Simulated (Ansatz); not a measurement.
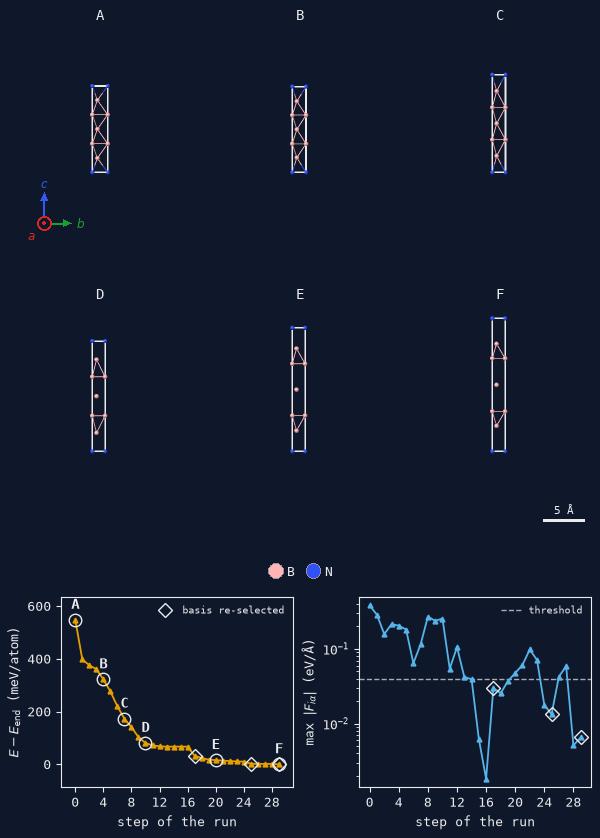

Frames of a relaxation of solid B5N (a generated structure, set up in P-6m2) (coarse preliminary run), marked on the history of the run. The picture is a ball-and-stick view of the cell of the calculation, seen along the a axis.

Level of theory: DFT PBE, scalar-relativistic, plane waves, PAW in Ansatz. Settings: plane-wave cutoff 420 eV; k-point mesh 12 × 12 × 2; occupations gaussian; smearing width 0.1 eV; no spin polarisation; cell and atoms relaxed; force threshold 0.04 eV/Å; at most 70 steps.

Describe the path.

Answer. Over 26 accepted moves (29 points after the start) the energy falls by 548 meV per atom. The largest force component goes from 0.38 to 0.0065 eV/Å. Pressure: −31.58 GPa at the start and 0.01 GPa at the end. The SCF was repeated 3 times at an unchanged geometry on a basis and grid sized afresh for the cell, which shifted the energy by 34.7 meV per atom at most. The largest moves relative to the cell, 0.52 Å, are those of B atoms. N stays in place. The volume changes by +6.5 %, with a = b 2.215 → 1.843 Å (−16.8 %), c 10.768 → 16.576 Å (+53.9 %). Near-neighbour distances that change, for instance: B–B 2.212 → 3.470 Å, B–N 2.186 → 3.360 Å, B–B 2.215 → 1.843 Å, N–N 2.215 → 1.843 Å. The space group stays P-6m2 (No. 187). The run took 110 s on 1 thread of Arm Neoverse V1, on a shared host, peak memory 0.33 GiB. From step 0 to 4: B atoms move most (0.08 Å), volume −21.0 %, energy −226 meV per atom. From step 4 to 7: B atoms move most (0.05 Å), volume +4.5 %, energy −149 meV per atom. From step 7 to 10: B atoms move most (0.16 Å), volume +6.3 %, energy −92.0 meV per atom. From step 10 to 20: B atoms move most (0.51 Å), volume +11.8 %, energy −64.9 meV per atom. From step 20 to 29: B atoms move most (0.40 Å), volume +8.6 %, energy −16.0 meV per atom.

| step | E − E(0), meV/atom | largest force component, eV/Å | pressure, GPa | volume, Å³/atom | note |
| --- | --- | --- | --- | --- | --- |
| 0 | 0.00 | 0.3827 | -31.58 | 7.628 |  |
| 1 | -149.96 | 0.2861 | -13.60 | 6.674 |  |
| 2 | -172.21 | 0.1578 | 7.13 | 6.079 |  |
| 3 | -186.85 | 0.2149 | 3.22 | 6.166 |  |
| 4 | -225.89 | 0.2052 | 11.18 | 6.023 |  |
| 5 | -271.30 | 0.1821 | 12.93 | 6.039 |  |
| 6 | -328.04 | 0.0645 | 5.52 | 6.254 |  |
| 7 | -375.00 | 0.1153 | 7.27 | 6.297 |  |
| 8 | -406.54 | 0.2715 | 1.52 | 6.488 |  |
| 9 | -444.86 | 0.2380 | 4.39 | 6.524 |  |
| 10 | -466.98 | 0.2548 | 1.49 | 6.693 |  |
| 11 | -475.80 | 0.0545 | 2.21 | 6.851 |  |
| 12 | -479.48 | 0.1058 | -1.39 | 6.907 |  |
| 13 | -480.73 | 0.0422 | 0.31 | 6.842 |  |
| 14 | -480.77 | 0.0394 | 0.36 | 6.834 |  |
| 15 | -480.84 | 0.0062 | -0.11 | 6.849 |  |
| 16 | -480.84 | 0.0018 | -0.07 | 6.852 |  |
| 17 | -515.58 | 0.0300 | 3.31 | 6.852 | same geometry, new basis |
| 18 | -523.56 | 0.0256 | 1.86 | 7.025 |  |
| 19 | -530.32 | 0.0372 | 0.32 | 7.252 |  |
| 20 | -531.85 | 0.0476 | 0.26 | 7.484 |  |
| 21 | -533.78 | 0.0612 | 0.28 | 7.637 |  |
| 22 | -535.59 | 0.0985 | 0.53 | 7.768 |  |
| 23 | -536.73 | 0.0710 | -1.20 | 7.840 |  |
| 24 | -537.60 | 0.0178 | 0.25 | 7.736 |  |
| 25 | -545.39 | 0.0134 | 1.24 | 7.736 | same geometry, new basis |
| 26 | -546.51 | 0.0426 | 0.78 | 7.973 |  |
| 27 | -546.05 | 0.0586 | -0.72 | 8.156 |  |
| 28 | -546.31 | 0.0051 | -0.03 | 8.128 |  |
| 29 | -547.90 | 0.0065 | 0.01 | 8.128 | same geometry, new basis |
